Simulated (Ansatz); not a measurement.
# HfO2: what the fields show

```
CELL_PARAMETERS angstrom
5.09837 0.00000 0.00000
0.00000 5.09837 0.00000
0.00000 0.00000 5.09837
ATOMIC_POSITIONS crystal
Hf 0.00000 0.00000 0.00000
Hf 0.50000 0.50000 0.00000
Hf 0.50000 0.00000 0.50000
Hf 0.00000 0.50000 0.50000
O 0.75000 0.25000 0.25000
O 0.25000 0.75000 0.25000
O 0.25000 0.25000 0.75000
O 0.75000 0.75000 0.75000
O 0.25000 0.25000 0.25000
O 0.75000 0.75000 0.25000
O 0.75000 0.25000 0.75000
O 0.25000 0.75000 0.75000
```

Space group Fm-3m.

Level of theory: Kohn-Sham DFT of a periodic cell, B3LYP, Ansatz PAW in Ansatz.

In a PAW calculation such maps are meaningful between the atoms, not at the nuclei.

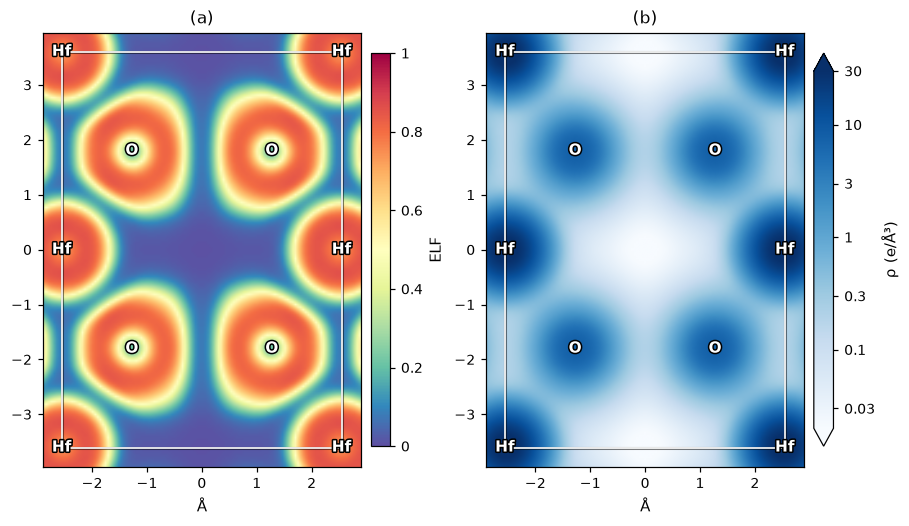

Figure 1. (a) electron localisation function; (b) valence charge density (pseudo) on the (101) plane of the conventional cell.

> What do the fields say about this system?

Atoms in the plane: Hf and O.
Hf–O (2.21 Å): ρ at the midpoint is about 0.55 e/Å³; the ELF peaks at about 0.85 in the valence shell of O, 0.6 Å from its nucleus, and drops to about 0.15 between the two atoms: no localised pair shows between them.
Between the atoms the lowest density in this plane is 0.02 e/Å³.
The features right at Hf lie inside the PAW spheres, where the map follows smoothed inner orbitals and isn't to be read closely.

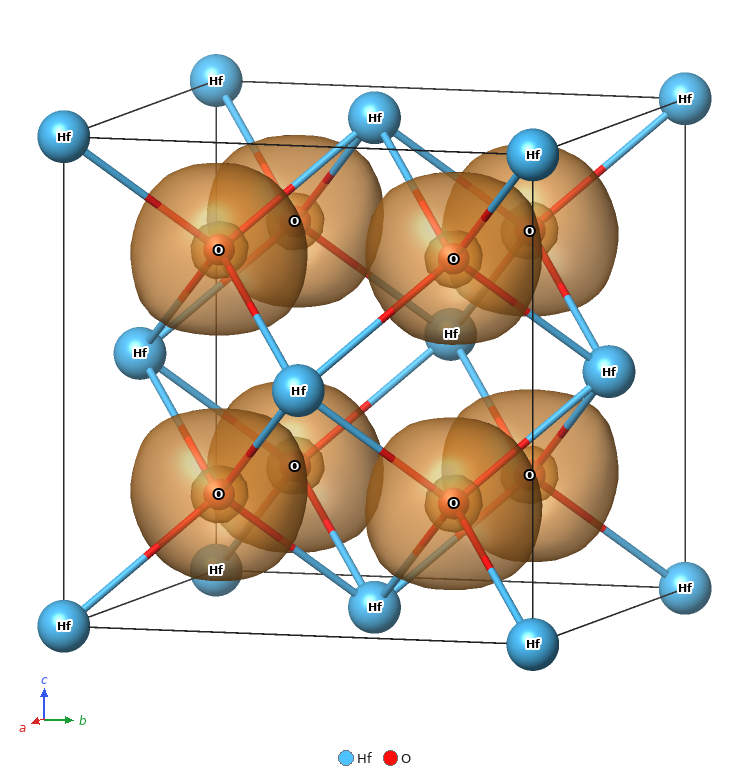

Figure 2. Isosurface of the electron localisation function at 0.6 (orange), seen slightly off an axis. Core shells and regions of very low density are left out. Sticks mark near contacts.

> Describe the localisation domains.

At this value the surface marks out eight regions wrapped around O (the valence shell of each), counted in one cell of 12 atoms. Regions shared between cells count once.

> Does the calculation make it a metal, or give it a gap?

It is gapped, with a Kohn–Sham gap of 6.0 eV on the k-point mesh, an upper bound to the gap of this method.
